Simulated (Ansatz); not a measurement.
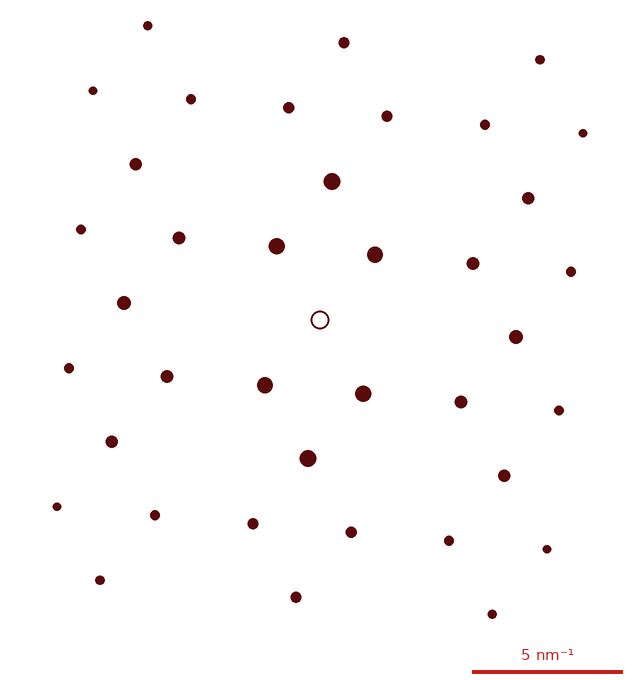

The pattern is a kinematic simulation for 80 kV electrons (no multiple scattering; isotropic B = 1 Å²).

Phase: Au, space group Fd-3m (No. 227), a = 6.073 Å. Structure: the end point of a relaxation with DFT, r2SCAN, plane waves (500 eV) with PAW, scalar-relativistic (Ansatz); the starting structure was generated, so it need not be a known form of this composition.

| atom | site | symmetry | x | y | z |
| --- | --- | --- | --- | --- | --- |
| Au | 8b | -43m | 0.2500 | 0.2500 | 0.7500 |

Question: Measure the pattern against the scale bar and name the zone.

Answer: The spots form a centred rectangular net with both shortest vectors at d = 3.51 Å, 70.5° apart. They index as -1 1 -1 and -1 1 1, so the zone axis is [110] (or an equivalent direction of <110>).

Question: List the strongest reflections.

Answer: Strongest reflections with d > 1.00 Å, one of each family (|F|² from tabulated Gaussian fits of the electron scattering factors, times a small damping for the curvature of the Ewald sphere):

| hkl | d (Å) | I (strongest = 100) |
| --- | --- | --- |
| 2 -2 0 | 2.147 | 100 |
| 1 -1 1 | 3.506 | 91 |
| 0 0 4 | 1.518 | 51 |
| 1 -1 3 | 1.831 | 38 |
| 2 -2 4 | 1.240 | 30 |
| 3 -3 1 | 1.393 | 21 |
